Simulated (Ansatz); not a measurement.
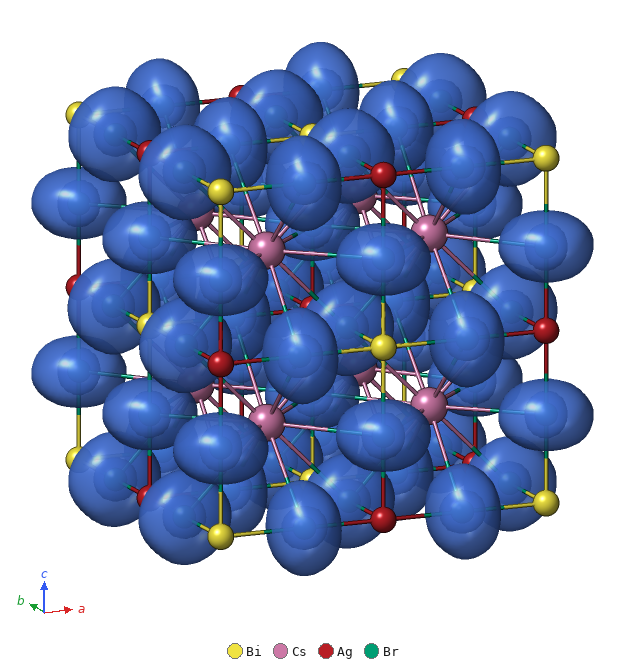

Figure. Cs₂AgBiBr₆. Isosurface of the ELF at 0.7 (blue), seen slightly off an axis. Core shells and regions of very low density are left out. Sticks mark near contacts.

Space group Fm-3m; computed pressure about 30 GPa in this cell.

Method: Kohn-Sham DFT of a periodic cell, PBE, Ansatz PAW in Ansatz.

```xyz
40
Lattice="9.8922 0.0000 0.0000 0.0000 9.8922 0.0000 0.0000 0.0000 9.8922" Properties=species:S:1:pos:R:3 pbc="T T T"
Bi    0.0000    0.0000    0.0000
Bi    4.9461    4.9461    0.0000
Bi    4.9461    0.0000    4.9461
Bi    0.0000    4.9461    4.9461
Cs    7.4191    2.4730    2.4730
Cs    2.4730    7.4191    2.4730
Cs    2.4730    2.4730    7.4191
Cs    7.4191    7.4191    7.4191
Cs    2.4730    2.4730    2.4730
Cs    7.4191    7.4191    2.4730
Cs    7.4191    2.4730    7.4191
Cs    2.4730    7.4191    7.4191
Ag    4.9461    0.0000    0.0000
Ag    0.0000    4.9461    0.0000
Ag    0.0000    0.0000    4.9461
Ag    4.9461    4.9461    4.9461
Br    4.9461    0.0000    2.4001
Br    0.0000    4.9461    2.4001
Br    0.0000    0.0000    7.3462
Br    4.9461    4.9461    7.3462
Br    0.0000    0.0000    2.5459
Br    4.9461    4.9461    2.5459
Br    4.9461    0.0000    7.4920
Br    0.0000    4.9461    7.4920
Br    2.5459    0.0000    0.0000
Br    7.4920    4.9461    0.0000
Br    7.4920    0.0000    4.9461
Br    2.5459    4.9461    4.9461
Br    4.9461    2.4001    0.0000
Br    0.0000    7.3462    0.0000
Br    0.0000    2.4001    4.9461
Br    4.9461    7.3462    4.9461
Br    7.3462    0.0000    0.0000
Br    2.4001    4.9461    0.0000
Br    2.4001    0.0000    4.9461
Br    7.3462    4.9461    4.9461
Br    0.0000    2.5459    0.0000
Br    4.9461    7.4920    0.0000
Br    4.9461    2.5459    4.9461
Br    0.0000    7.4920    4.9461
```

> Describe the localisation domains.

At this value the surface marks out 24 regions wrapped around Br (the valence shell of each), counted in one cell of 40 atoms. Any copies at cell faces, edges or corners count once. Profiles from the grid: Ag–Br (2.40 Å): the ELF is about 0.25 at the midpoint. Bi–Br (2.55 Å): the ELF is about 0.35 at the midpoint.

> Does the calculation make it a metal, or give it a gap?

It is gapped, with a Kohn–Sham gap of 1.5 eV on the k-point mesh, an upper bound to the gap of this method.
